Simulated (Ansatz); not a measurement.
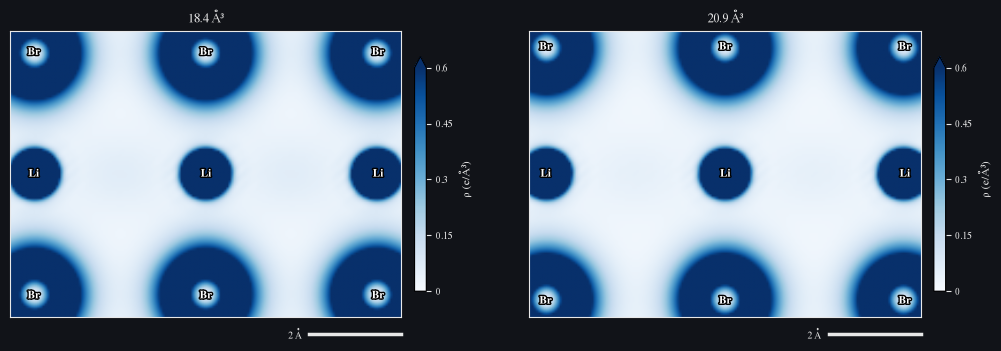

LiBr. The valence charge density (pseudo) of cells scaled evenly to different volumes (given per atom above each panel), on the (011̄) plane of each (indices in the axes of the cell below), at one length scale and on one colour scale.

Computed with DFT PBE, scalar-relativistic, plane waves, PAW (Ansatz 0.2.0).

The largest cell:

```
CELL_PARAMETERS angstrom
0.00000 2.75540 2.75540
2.75540 0.00000 2.75540
2.75540 2.75540 0.00000
ATOMIC_POSITIONS crystal
Li 0.00000 0.00000 0.00000
Br 0.50000 0.50000 0.50000
```

| volume (Å³/atom) | Li–Br contact in the plane (Å) | ρ at its midpoint (e/Å³) | pressure (GPa) | gap on the mesh (eV) | 
| --- | --- | --- | --- | --- |
| 18.41 | 2.640 | 0.237 | 4.4 | 5.53 | 
| 20.29 | 2.728 | ? | ? | ? | 
| 20.92 | 2.755 | 0.194 | 0.0 | 4.92 | 

> What values belong in the row with question marks?

Over the known rows ln ρ falls by 1.74 per Å of Li–Br distance (the line through the two), which gives 0.203 e/Å³ at 2.728 Å; the calculation gives 0.204 e/Å³. For the pressure, a straight line in volume between the neighbouring rows gives 1.1 GPa; the calculation gives 0.8, lower because pressure rises ever faster on compression. For the gap on the mesh, a straight line in volume between the neighbouring rows gives 5.07 eV; the calculation gives 5.05.
